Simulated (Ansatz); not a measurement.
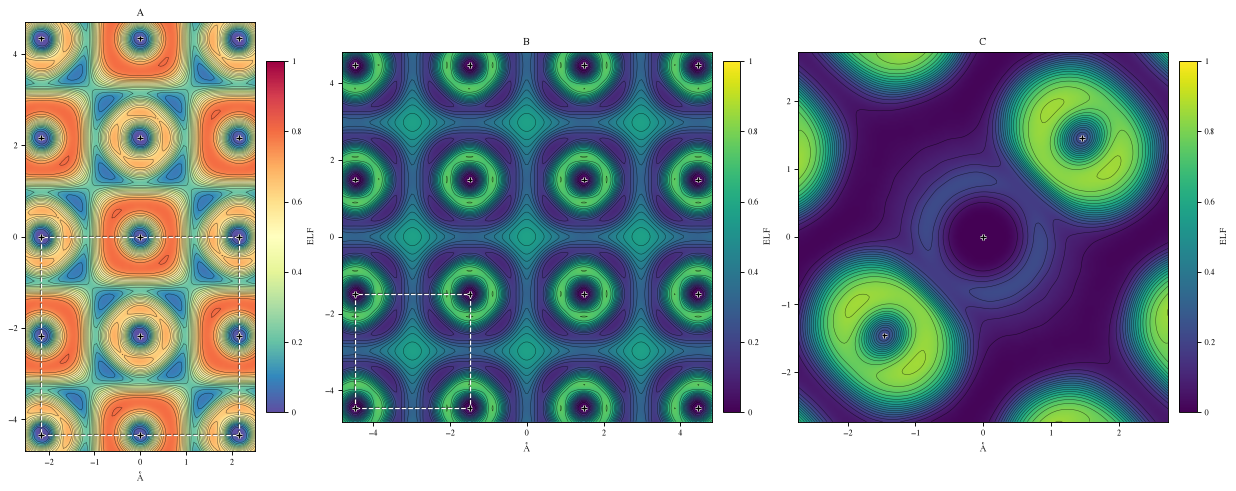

The ELF of 3 systems, each on a plane through atoms (crosses mark nuclei in the plane).

All numbers below come from DFT r2SCAN, scalar-relativistic, plane waves, PAW (Ansatz).

System 1: TiC, the (010) plane of the conventional cell. Space group Fm-3m; a structure from a database of computed crystals, not necessarily the ambient phase; computed without spin polarisation.

```yaml
crystal:
  lattice:
    - [4.33899, 0.00000, 0.00000]
    - [0.00000, 4.33899, 0.00000]
    - [0.00000, 0.00000, 4.33899]
  atoms:
    - { symbol: Ti, position: [0.00000, 0.00000, 0.00000] }
    - { symbol: Ti, position: [0.50000, 0.50000, 0.00000] }
    - { symbol: Ti, position: [0.50000, 0.00000, 0.50000] }
    - { symbol: Ti, position: [0.00000, 0.50000, 0.50000] }
    - { symbol: C, position: [0.50000, 0.00000, 0.00000] }
    - { symbol: C, position: [0.00000, 0.50000, 0.00000] }
    - { symbol: C, position: [0.00000, 0.00000, 0.50000] }
    - { symbol: C, position: [0.50000, 0.50000, 0.50000] }
```

System 2: SnO2, the (001) plane of the conventional cell. Space group P4₂/mnm; a structure from a database of computed crystals, not necessarily the ambient phase.

```
CELL_PARAMETERS angstrom
4.75982 0.00000 0.00000
0.00000 4.76006 0.00000
0.00000 0.00000 3.20071
ATOMIC_POSITIONS crystal
Sn 0.50000 0.50000 0.50000
Sn 0.00000 0.00000 0.00000
O 0.30586 0.30596 0.00000
O 0.80586 0.19404 0.50000
O 0.19414 0.80596 0.50000
O 0.69414 0.69404 0.00000
```

System 3: Ta, the (001) plane of the conventional cell. Space group P4/nmm; not relaxed (largest force 0.9 eV/Å); computed pressure about −10 GPa in this cell.

Match each panel to its system.

Answer. Panel A is system 1, TiC: the plane holds Ti and C. Ti–C (2.17 Å): the ELF peaks at about 0.80 in the valence shell of C, 0.7 Å from its nucleus, and is about 0.30 at the midpoint. Panel B is system 3, Ta: the plane holds Ta. Ta–Ta (2.98 Å): the ELF is about 0.30 at the midpoint. Panel C is system 2, SnO2: the plane holds Sn and O. Sn–O (2.06 Å): the ELF peaks at about 0.80 in the valence shell of O, 0.6 Å from its nucleus, and is about 0.25 at the midpoint; no shared electron pair shows on this line.
